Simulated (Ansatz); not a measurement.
**Run report: PtTe2, geometry relaxation**

PtTe2 (P-3m1, 3 atoms in the cell), computed with DFT PBEsol, scalar-relativistic, plane waves, PAW, no spin polarisation (Ansatz 0.2.0).

The structure derives from an entry of the Crystallography Open Database. It belongs to a series of runs on one base structure; here: volume × 1.02. Figures and captions count atoms from 1; the log counts them from 0 in places.

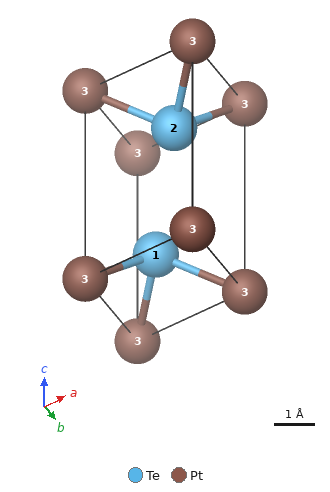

Figure 1. The structure as given in the input (ball-and-stick view of the cell of the calculation, seen at an oblique angle; atoms are numbered from 1 in the order of the input). An atom can appear more than once, as a periodic image. Near neighbours in the periodic cell (some may lie outside the picture): Te has 3 Pt at 2.71 Å; Pt has 6 Te at 2.71 Å.

## The input
```yaml
crystal:
  lattice:
    - [4.073656376, 0.0, 0.0]
    - [-2.036828188, 3.527889908, 0.0]
    - [0.0, 0.0, 5.1512760438]
  atoms:
    - { symbol: Te, position: [0.3333333333, 0.6666666667, 0.2627298253] }
    - { symbol: Te, position: [0.6666666667, 0.3333333333, 0.7372701747] }
    - { symbol: Pt, position: [0.0, 0.0, 0.0] }
basis:
  ecutwfc: 420
  ecutrho_ratio: 4
kpoints:
  mp_grid: { grid: [8, 8, 6] }
hamiltonian:
  xc: pbesol
scf:
  occupations: { method: gaussian, width: 0.05 }
output:
  forces: true
  stress: true
  eigenvalues: true
relax:
  f_tol: 0.01
  max_steps: 40
  cell: { stress_tol: 0.1, fix: [volume] }
```

Machine: 4 threads of Arm Neoverse V2, 24 GiB of memory available, shared host.

Command:
```bash
ansatz run input.yaml --threads 4 --pin off --max-ram 8192MiB --backend cpu --events-out ev --progress --plain --runs-dir out
```

## The program's output
```
Engine: ansatz 0.2.0, aarch64-unknown-linux-gnu
Pseudopotentials: kind: paw
Pseudopotential: Te, paw, valence charge 16, recommended cutoff 420 eV (normal), Te.paw.azcp
Pseudopotential: Pt, paw, valence charge 18, recommended cutoff 420 eV (normal), Pt.paw.azcp
Functional definition: PBEsol
  exchange = pbesol_x
  correlation = pbesol_c
Crystal: 3 atoms, lattice volume = 74.031 Å³
Basis set: ecut = 420 eV, 1421 PW (Γ), exchange–correlation on 60×60×72 points (8 copies of the dense FFT grid, shifted against one another)
Bands: 30, of which v1, the nominal top of the filled ones, is band 25 counted from 1 (24 counted from 0)
Symmetry: 12 space group operations
Space group: P-3m1 (ITA 164), of the structure as read, at distance tolerance 4.2e-5 Å
k-points: 50 of 384
Non-local potential: Te, projectors of the file, l = 0: 2, l = 1: 2, l = 2: 2, l = 3: 2
Non-local potential: Pt, projectors of the file, l = 0: 3, l = 1: 2, l = 2: 2, l = 3: 1
PAW form: soft (Blöchl's): semilocal exchange-correlation on the pseudo side does not see the compensation charge
PAW frozen core: Te, regenerated for the run's functional, and the local potential with it (the file was generated under x = pbe(κ = 0.804, μ = 0.2195149727645171), c = pbe(β = 0.06672455060314922))
PAW frozen core: Pt, regenerated for the run's functional, and the local potential with it (the file was generated under x = pbe(κ = 0.804, μ = 0.2195149727645171), c = pbe(β = 0.06672455060314922))
PAW one-centre angular grid: Te, 590 points (default); XC on 64 Gauss nodes
PAW one-centre angular grid: Pt, 590 points (default); XC on 64 Gauss nodes
Initial density: superposition of atomic densities (neutral atoms: chi_scale 0, normalization atom), corrected by the library's trained network
Initial wavefunctions: pseudopotential atomic-orbital guess
Functional: x = pbesol(κ = 0.804, μ = 0.12345679012345678), c = pbesol(β = 0.046)
SCF iter   1: F=—  HF=-26188.076745 eV  |F-HF|=—  |Δ(HF+E_count)|=         —  Δρ=4.67e-3  dr2=1.71e-2  ethr=1.77e-3  ⟨swp⟩=6.3  Hψ=6498  notcnv=0
preconditioner: auto → LDOS  [metal: Δε(μ)=0.043 eV  Ē_g=8.853 eV  σ=0.050 eV  W_gap=0.46  n_scr=22 (ndim 8)  ℏωp=20.2 eV  f_vac=0.013  D(μ)=1.19/eV (n_scr^D=2)  β→1.0]
SCF iter   2: F=—  HF=-26188.076035 eV  |F-HF|=—  |Δ(HF+E_count)|=   7.10e-4  Δρ=3.15e-3  dr2=1.00e-2  ethr=3.43e-5  ⟨swp⟩=2.1  Hψ=3313  notcnv=0  defer=40
preconditioner: auto → Kerker (q_TF=auto, 2.556 Å⁻¹)  [metal: Δε(μ)=0.046 eV  Ē_g=8.864 eV  σ=0.050 eV  W_gap=0.48  n_scr=22 (ndim 8)  ℏωp=20.2 eV  f_vac=0.009  D(μ)=1.20/eV (n_scr^D=2)  β→0.5]
SCF iter   3: F=—  HF=-26188.072283 eV  |F-HF|=—  |Δ(HF+E_count)|=   3.75e-3  Δρ=6.50e-4  dr2=2.67e-4  ethr=2.00e-5  ⟨swp⟩=2.0  Hψ=2677  notcnv=0  defer=40
SCF iter   4: F=—  HF=-26188.072299 eV  |F-HF|=—  |Δ(HF+E_count)|=   1.58e-5  Δρ=1.84e-4  dr2=4.46e-5  ethr=5.33e-7  ⟨swp⟩=2.3  Hψ=2147  notcnv=0  defer=40
SCF iter   5: F=—  HF=-26188.072317 eV  |F-HF|=—  |Δ(HF+E_count)|=   1.86e-5  Δρ=6.92e-5  dr2=8.07e-6  ethr=8.92e-8  ⟨swp⟩=2.0  Hψ=1812  notcnv=0  defer=40
SCF iter   6: F=—  HF=-26188.072318 eV  |F-HF|=—  |Δ(HF+E_count)|=   9.69e-7  Δρ=2.11e-5  dr2=5.24e-7  ethr=1.61e-8  ⟨swp⟩=2.0  Hψ=1980  notcnv=0  defer=40
SCF iter   7: F=-26188.072318 eV  HF=-26188.072318 eV  |F-HF|=1.71e-8  |Δ(HF+E_count)|=   3.70e-9  Δρ=8.55e-6  dr2=8.16e-8  ethr=2.00e-10  ⟨swp⟩=8.7  Hψ=6717  notcnv=0
SCF 1 converged in 7 iterations: F = -26188.072318 eV  dr2 = 8.16e-8
  greatest PAW one-centre occupation: 1.000 electrons in one spin orbital (limit 2), on the Pt atom at site 2 (counted from 0), in its partial waves of l = 0
relax step   1: F+E_penalty+E_count = -26188.07231816 eV  Δ(F+E_penalty+E_count) = +0.000e0 eV  max|allowed force component| = 1.747e-1 eV/Å  Δτ_max = 0.0000 Å  P = -2.087 GPa  Ω = 74.031 Å³  fix = [volume]  reactions: volume -2.087 GPa  (7 SCF iters, dr2 threshold 1.00e-7 eV, accepted)
Initial density: handed on by an earlier stage of this run
Initial wavefunctions: those handed on with the density
iter 1 solved again at ethr=1.43e-5 eV; its pass at ethr=3.10e-3 eV (dr2=7.14e-3 eV) is discarded
SCF iter   1: F=—  HF=-26188.051413 eV  |F-HF|=—  |Δ(HF+E_count)|=         —  Δρ=3.47e-3  dr2=6.58e-3  ethr=1.43e-5  ⟨swp⟩=2.0  Hψ=8121  notcnv=0
preconditioner: auto → LDOS  [insulator: Δε(μ)=0.058 eV  Ē_g=9.005 eV  σ=0.050 eV  W_gap=0.53  n_scr=22 (ndim 8)  ℏωp=20.2 eV  f_vac=0.013  D(μ)=1.69/eV (n_scr^D=8)  ε∞_Penn≈6.1  β→1.0]
SCF iter   2: F=—  HF=-26188.050429 eV  |F-HF|=—  |Δ(HF+E_count)|=   9.84e-4  Δρ=1.18e-3  dr2=1.54e-3  ethr=1.32e-5  ⟨swp⟩=3.0  Hψ=2959  notcnv=0
SCF iter   3: F=—  HF=-26188.050079 eV  |F-HF|=—  |Δ(HF+E_count)|=   3.50e-4  Δρ=4.02e-4  dr2=1.59e-4  ethr=3.07e-6  ⟨swp⟩=2.0  Hψ=2549  notcnv=0
SCF iter   4: F=—  HF=-26188.050005 eV  |F-HF|=—  |Δ(HF+E_count)|=   7.33e-5  Δρ=7.60e-5  dr2=4.14e-6  ethr=3.18e-7  ⟨swp⟩=2.0  Hψ=2548  notcnv=0
SCF iter   5: F=—  HF=-26188.050005 eV  |F-HF|=—  |Δ(HF+E_count)|=   5.18e-7  Δρ=2.03e-5  dr2=4.07e-7  ethr=8.28e-9  ⟨swp⟩=3.0  Hψ=2768  notcnv=0
SCF iter   6: F=-26188.050005 eV  HF=-26188.050005 eV  |F-HF|=1.75e-9  |Δ(HF+E_count)|=   7.30e-8  Δρ=4.57e-6  dr2=2.14e-8  ethr=6.00e-10  ⟨swp⟩=5.3  Hψ=5768  notcnv=0
SCF 2 converged in 6 iterations: F = -26188.050005 eV  dr2 = 2.14e-8
relax step   2: F+E_penalty+E_count = -26188.05000499 eV  Δ(F+E_penalty+E_count) = +2.231e-2 eV  max|allowed force component| = 5.234e-1 eV/Å  Δτ_max = 0.0663 Å  P = +1.058 GPa  Ω = 74.031 Å³  energy of the carried Pulay correction = -1.271e-17 eV  fix = [volume]  (6 SCF iters, dr2 threshold 3.00e-7 eV, rejected (line search))
iter 1 solved again at ethr=6.54e-6 eV; its pass at ethr=3.10e-3 eV (dr2=3.27e-3 eV) is discarded
SCF iter   1: F=—  HF=-26188.077007 eV  |F-HF|=—  |Δ(HF+E_count)|=         —  Δρ=2.62e-3  dr2=3.61e-3  ethr=6.54e-6  ⟨swp⟩=2.0  Hψ=7224  notcnv=0
preconditioner: auto → Resta (q_TF=auto, 2.556 Å⁻¹)  ε∞=6.2  [insulator: Δε(μ)=0.065 eV  Ē_g=8.909 eV  σ=0.050 eV  W_gap=0.62  n_scr=22 (ndim 8)  ℏωp=20.2 eV  f_vac=0.010  D(μ)=1.22/eV (n_scr^D=2)  ε∞_Penn≈6.2]
SCF iter   2: F=—  HF=-26188.076473 eV  |F-HF|=—  |Δ(HF+E_count)|=   5.35e-4  Δρ=1.42e-3  dr2=9.81e-4  ethr=6.54e-6  ⟨swp⟩=1.0  Hψ=1500  notcnv=0
SCF iter   3: F=—  HF=-26188.076297 eV  |F-HF|=—  |Δ(HF+E_count)|=   1.75e-4  Δρ=1.78e-4  dr2=3.02e-5  ethr=1.96e-6  ⟨swp⟩=2.2  Hψ=1900  notcnv=0
SCF iter   4: F=—  HF=-26188.076290 eV  |F-HF|=—  |Δ(HF+E_count)|=   7.15e-6  Δρ=4.43e-5  dr2=1.94e-6  ethr=6.04e-8  ⟨swp⟩=2.0  Hψ=2034  notcnv=0
SCF iter   5: F=—  HF=-26188.076290 eV  |F-HF|=—  |Δ(HF+E_count)|=   4.62e-7  Δρ=1.56e-5  dr2=2.47e-7  ethr=3.87e-9  ⟨swp⟩=2.9  Hψ=3152  notcnv=0
SCF iter   6: F=—  HF=-26188.076290 eV  |F-HF|=—  |Δ(HF+E_count)|=   3.32e-8  Δρ=4.37e-6  dr2=1.94e-8  ethr=4.95e-10  ⟨swp⟩=2.0  Hψ=2523  notcnv=0
SCF iter   7: F=—  HF=-26188.076290 eV  |F-HF|=—  |Δ(HF+E_count)|=   7.63e-9  Δρ=7.83e-7  dr2=7.29e-10  ethr=3.88e-11  ⟨swp⟩=2.0  Hψ=2016  notcnv=0
SCF iter   8: F=-26188.076290 eV  HF=-26188.076290 eV  |F-HF|=2.91e-11  |Δ(HF+E_count)|=  2.26e-10  Δρ=2.07e-7  dr2=4.31e-11  ethr=1.00e-12  ⟨swp⟩=5.2  Hψ=5356  notcnv=0
SCF 3 converged in 8 iterations: F = -26188.076290 eV  dr2 = 4.31e-11
relax step   3: F+E_penalty+E_count = -26188.07628961 eV  Δ(F+E_penalty+E_count) = -3.971e-3 eV  max|allowed force component| = 4.217e-3 eV/Å  Δτ_max = 0.0174 Å  P = -1.207 GPa  Ω = 74.031 Å³  energy of the carried Pulay correction = -1.271e-17 eV  fix = [volume]  reactions: volume -1.207 GPa  (8 SCF iters, accepted)
Initial wavefunctions: pseudopotential atomic-orbital guess (no wavefunctions were taken with the density)
iter 1 solved again at ethr=1.01e-7 eV; its pass at ethr=3.10e-3 eV (dr2=5.05e-5 eV) is discarded
SCF iter   1: F=—  HF=-26188.076276 eV  |F-HF|=—  |Δ(HF+E_count)|=         —  Δρ=8.21e-5  dr2=1.11e-7  ethr=1.01e-7  ⟨swp⟩=3.9  Hψ=10352  notcnv=0
preconditioner: auto → Resta (q_TF=auto, 2.556 Å⁻¹)  ε∞=6.2  [insulator: Δε(μ)=0.066 eV  Ē_g=8.907 eV  σ=0.050 eV  W_gap=0.62  n_scr=22 (ndim 8)  ℏωp=20.2 eV  f_vac=0.010  D(μ)=1.25/eV (n_scr^D=2)  ε∞_Penn≈6.2]
SCF iter   2: F=—  HF=-26188.076291 eV  |F-HF|=—  |Δ(HF+E_count)|=   1.53e-5  Δρ=4.15e-5  dr2=2.83e-8  ethr=2.22e-10  ⟨swp⟩=2.1  Hψ=2728  notcnv=0
iter 3 did not close the SCF: its close was put off for the readings that it lacked (scf_convergence_deferred on its scf_iter line)
SCF iter   3: F=-26188.076295 eV  HF=-26188.076295 eV  |F-HF|=1.24e-10  |Δ(HF+E_count)|=   4.28e-6  Δρ=4.50e-7  dr2=8.73e-11  ethr=5.66e-11  ⟨swp⟩=1.0  Hψ=1500  notcnv=0
iter 4 did not close the SCF: its close was put off for the readings that it lacked (scf_convergence_deferred on its scf_iter line)
SCF iter   4: F=-26188.076295 eV  HF=-26188.076295 eV  |F-HF|=3.64e-12  |Δ(HF+E_count)|=  2.04e-10  Δρ=1.59e-7  dr2=1.51e-11  ethr=1.00e-12  ⟨swp⟩=1.2  Hψ=1523  notcnv=0
iter 5 did not close the SCF: its close was put off for the readings that it lacked (scf_convergence_deferred on its scf_iter line)
SCF iter   5: F=-26188.076295 eV  HF=-26188.076295 eV  |F-HF|=3.64e-12  |Δ(HF+E_count)|=  7.28e-12  Δρ=3.51e-8  dr2=7.24e-13  ethr=1.00e-12  ⟨swp⟩=1.0  Hψ=1500  notcnv=0
iter 6 did not close the SCF: its close was put off for the readings that it lacked (scf_convergence_deferred on its scf_iter line)
SCF iter   6: F=-26188.076295 eV  HF=-26188.076295 eV  |F-HF|=3.64e-12  |Δ(HF+E_count)|=    0.00e0  Δρ=7.62e-9  dr2=3.73e-14  ethr=1.00e-12  ⟨swp⟩=1.0  Hψ=1500  notcnv=0
SCF iter   7: F=-26188.076295 eV  HF=-26188.076295 eV  |F-HF|=0.00e0  |Δ(HF+E_count)|=    0.00e0  Δρ=3.73e-9  dr2=8.56e-15  ethr=1.00e-12  ⟨swp⟩=2.0  Hψ=3575  notcnv=0
SCF 4 converged in 7 iterations: F = -26188.076295 eV  dr2 = 8.56e-15
relax step   4: F+E_penalty+E_count = -26188.07629547 eV  Δ(F+E_penalty+E_count) = -5.856e-6 eV  max|allowed force component| = 4.240e-3 eV/Å  Δτ_max = 0.0000 Å  P = -1.208 GPa  Ω = 74.031 Å³  fix = [volume]  reactions: volume -1.208 GPa  stress off target by 5.17e-2 GPa on what of the cell is left free  SCF on the basis re-selected at this cell (its energy is not comparable with the rows above)  (7 SCF iters)
```

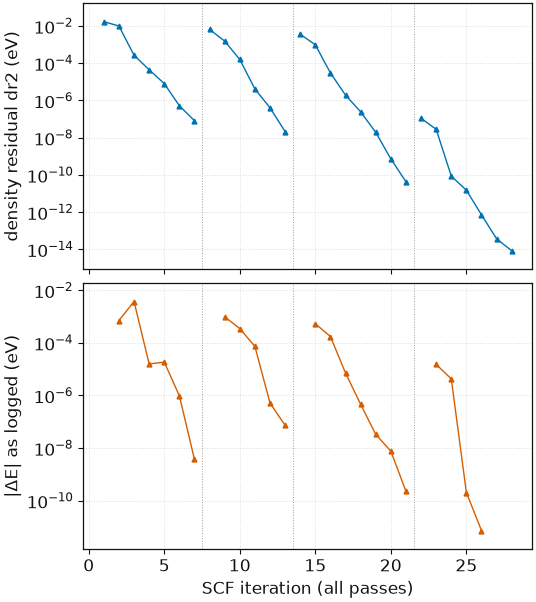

Figure 2. Convergence of the self-consistent field: density residual dr2 and size of the energy change against the SCF iteration. The dotted lines part the SCF passes of the relaxation: geometry steps, rejected trials and re-solves on a re-selected basis. The passes take 7, 6, 8 and 7 iterations.

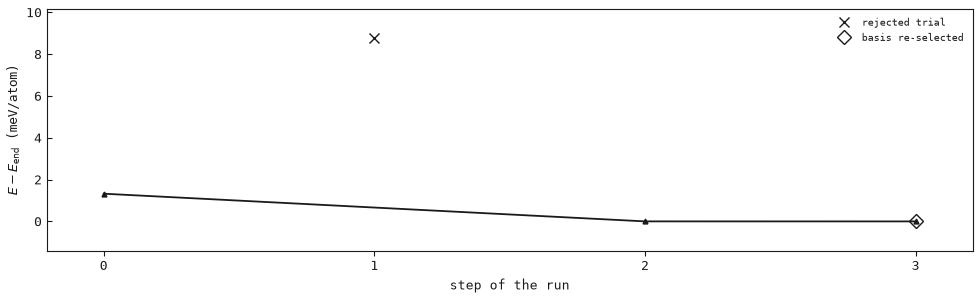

Figure 3. Progress of the relaxation, step by step (the first geometry is step 0 here and step 1 in the log).

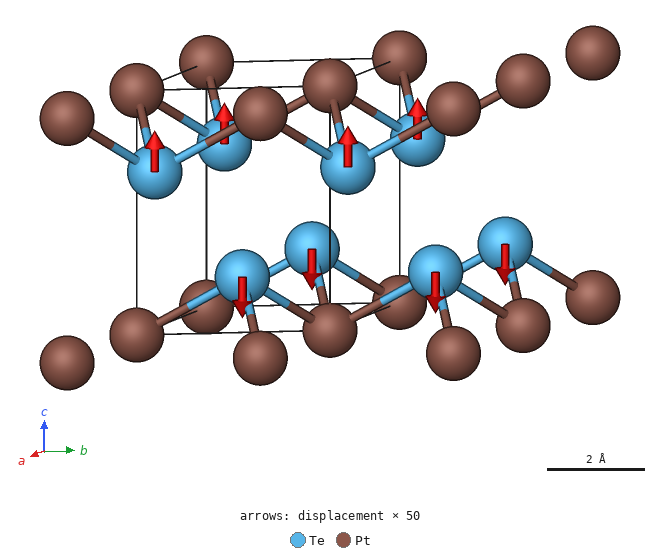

Figure 4. The starting structure with the displacements (without the part carried along by the change of the cell) as red arrows, magnified 50 times (ball-and-stick view of the cell of the calculation, repeated 2 × 2 × 1, seen slightly off an axis). The energy falls by 1.3 meV per atom in 2 geometry steps. Largest force component: 0.17 eV/Å at the start, 0.0042 eV/Å at the end. The pressure goes from −2.09 to −1.21 GPa. The line search rejected the trial step at point 1 (counted from 0) and went back. The largest moves relative to the cell, 0.018 Å, are those of Te1 and Te2. Pt stays in place. The drawn cell changes at constant volume: a = b 4.074 → 4.060 Å (−0.3 %), c 5.151 → 5.185 Å (+0.7 %). Distances before and after: Te1–Pt3 2.714 → 2.703 Å. The space group stays P-3m1 (No. 164). A last SCF at the same geometry on a re-selected plane-wave basis shifts the energy by next to nothing (0.0 meV per atom). (Atoms are counted from 1 in the order of the input.)

```
basis re-selected at this cell: Δ(F+E_penalty+E_count) = -5.856e-6 eV, ΔP = -0.000 GPa vs the last step (what re-selecting the basis moved, of the pressure what is left beyond the Pulay correction that the steps carried, after the strain that the cell walked since its last selection, with what the two solves' SCF thresholds leave and, on support functions, any second-order correction that the steps lacked; it is no measure of the basis error at this ecutwfc). This SCF's stress stands 5.17e-2 GPa from its target on what of the cell is left free (relax.cell.stress_tol is 1.00e-1 GPa) and its largest allowed force component is 4.24e-3 eV/Å (relax.f_tol is 1.00e-2 eV/Å): within both
SCF converged after 7 iterations
Free energy (F): -26188.076295 eV
Harris-Foulkes:  -26188.076295 eV  (|F-HF|=0.00e0)
Internal energy: -26188.074732 eV  (E = F + TS)
E sigma→0 (E₀):  -26188.075514 eV
Entropy (-TS):   -0.001564 eV (-0.521 meV/atom)
Fermi energy:    13.482811 eV
--- Per-component energies (eV) ---
  E_band       = -711.935829
  E_kinetic    = 1001.518510
  E_local      = -4496.821045  (includes V_loc(G=0)·N_el)
  E_nonlocal   = -413.326532
  E_hartree    = 2380.936049
  E_xc         = -508.328538
  E_vxc        = -512.442212  (∫ρ·V_xc dr)
  E_paw        = -18486.429620  (= ΣΔE_a)
  E_vpaw       = -1052.736485  (= ΣTr[D̂ρ^β])
  E_aug_tail   = -0.000166  (compensation charges beyond the density's cutoff)
  E_ewald      = -5666.660001
  E_core_change = 1.036612  (= ΣΔE_core)
  E_smearing   = -0.001564  (= −TS)
  E_closure    = 0.000000  (closes the sum)
  Σ components = -26188.076295   (vs F -26188.076295, Δ=0.00e0)
--- Forces (eV/Å), atoms counted from 1 ---
  atom   1  Te    -0.00000000    -0.00000000     0.00423960
  atom   2  Te     0.00000000     0.00000000    -0.00423960
  atom   3  Pt     0.00000000     0.00000000     0.00000000
  max |Σ_I F_I| component: 8.67e-19 eV/Å
--- Stress (GPa, compression-positive) ---
       -1.233375      -0.000000      -0.000000
       -0.000000      -1.233375       0.000000
       -0.000000       0.000000      -1.155874
  P = ⅓ Tr σ = -1.2075 GPa (-12.075 kbar)
--- Band table (eV; the first three rows and the last of 50) ---
  k-point 0: bands = ["-85.6746", "-39.8962", "-39.8962", "-39.8046", "-24.0295", "-24.0295", "-24.0168", "-24.0121", "-24.0114", "-24.0114", "-24.0111", "-24.0111", "-24.0040", "-24.0040", "-0.5508", "2.8628", "6.7812", "7.7703", "7.7703", "9.7437", "9.7437", "10.8308", "12.9405", "12.9405", "14.3969", "14.3969", "14.9636", "16.0370", "17.5163", "19.3649"]
  k-point 1: bands = ["-85.6746", "-39.8962", "-39.8962", "-39.8046", "-24.0285", "-24.0285", "-24.0167", "-24.0133", "-24.0133", "-24.0123", "-24.0101", "-24.0101", "-24.0041", "-24.0041", "-0.4197", "2.4320", "7.3216", "7.7940", "7.7940", "9.7333", "9.7333", "10.8628", "12.7147", "12.7147", "14.2054", "14.7208", "14.7208", "16.2893", "18.0494", "19.1830"]
  k-point 2: bands = ["-85.6746", "-39.8963", "-39.8963", "-39.8046", "-24.0260", "-24.0260", "-24.0162", "-24.0160", "-24.0160", "-24.0126", "-24.0102", "-24.0102", "-24.0041", "-24.0041", "-0.0473", "1.6045", "7.8426", "7.8426", "8.3870", "9.7148", "9.7148", "10.9782", "12.3771", "12.3771", "12.8836", "15.3194", "15.3194", "16.9819", "18.7404", "18.7404"]
  k-point 49: bands = ["-85.6746", "-39.8986", "-39.8979", "-39.8044", "-24.0235", "-24.0220", "-24.0218", "-24.0145", "-24.0108", "-24.0104", "-24.0094", "-24.0080", "-24.0063", "-24.0062", "1.6535", "1.8065", "6.9843", "7.4630", "8.0897", "8.9333", "9.5426", "9.8131", "10.0311", "10.8528", "10.8824", "15.6783", "15.9372", "18.7473", "19.5085", "20.5332"]
--- Relaxed structure (3 steps of the walk, 2 accepted, 1 SCFs on fresh bases) ---
  F+E_penalty+E_count = -26188.07629547 eV   max|allowed force component| = 4.240e-3 eV/Å   (the final SCF, on the basis selected at the relaxed cell)
  cell:  # Å, volume = 74.0311 Å³
    - [4.060200639665157, 0.0, 0.0]
    - [-2.0301003198325787, 3.5162368984118535, -1.7260213101349342e-33]
    - [0.0, -2.5202635167114116e-33, 5.185475865092177]
  atoms:
    - { symbol: Te, position: [0.3333333333333333, 0.6666666666666666, 0.259344381402874] }
    - { symbol: Te, position: [0.6666666666666666, 0.3333333333333333, 0.7406556185971259] }
    - { symbol: Pt, position: [-1.895540089352223e-37, -3.791080178704446e-37, -4.825835240126277e-86] }
```

## Trajectory as extended XYZ (Å, eV, eV/Å), 4 frames, from step=1 to step=4
```
3
Lattice="4.0737 0.0000 0.0000 -2.0368 3.5279 0.0000 0.0000 0.0000 5.1513" Properties=species:S:1:pos:R:3:forces:R:3 step=1 energy=-26188.07232 pressure_GPa=-2.09
Te    0.0000    2.3519    1.3534    0.0000   0.0000  -0.1747
Te    2.0368    1.1760    3.7979    0.0000   0.0000   0.1747
Pt    0.0000    0.0000    0.0000    0.0000   0.0000   0.0000
3
Lattice="4.0599 0.0000 0.0000 -2.0299 3.5160 0.0000 0.0000 0.0000 5.1863" Properties=species:S:1:pos:R:3:forces:R:3 step=2 energy=-26188.05001 pressure_GPa=1.06 accepted=F
Te    0.0000    2.3440    1.2958    0.0000   0.0000   0.5234
Te    2.0299    1.1720    3.8904    0.0000   0.0000  -0.5234
Pt    0.0000    0.0000    0.0000    0.0000   0.0000   0.0000
3
Lattice="4.0602 0.0000 0.0000 -2.0301 3.5162 0.0000 0.0000 0.0000 5.1855" Properties=species:S:1:pos:R:3:forces:R:3 step=3 energy=-26188.07629 pressure_GPa=-1.21
Te    0.0000    2.3442    1.3448    0.0000   0.0000   0.0042
Te    2.0301    1.1721    3.8407    0.0000   0.0000  -0.0042
Pt    0.0000    0.0000    0.0000    0.0000   0.0000   0.0000
3
Lattice="4.0602 0.0000 0.0000 -2.0301 3.5162 0.0000 0.0000 0.0000 5.1855" Properties=species:S:1:pos:R:3:forces:R:3 step=4 energy=-26188.07629 pressure_GPa=-1.21
Te    0.0000    2.3442    1.3448    0.0000   0.0000   0.0042
Te    2.0301    1.1721    3.8407    0.0000   0.0000  -0.0042
Pt    0.0000    0.0000    0.0000    0.0000   0.0000   0.0000
```

## Results in brief

| quantity | value |
| --- | --- |
| outcome | converged |
| space group (tolerance 0.01 Å) | P-3m1 (164) |
| electrons treated | 50 |
| free energy | −26188.0763 eV |
| Fermi energy | 13.483 eV |
| gap on the k-point mesh | none (metallic) |
| pressure | −1.21 GPa |
| final volume | 74.03 Å³ |
| largest force (length of the vector) at the end | 0.004 eV/Å |
| final cell | a = 4.060 Å, b = 4.060 Å, c = 5.185 Å, α = 90.00°, β = 90.00°, γ = 120.00° |
| wall time | 5.7 s (CPU time 21 s) |
| peak memory | 0.45 GiB |

## Remarks

Spin–orbit coupling is left out, which matters for Pt.
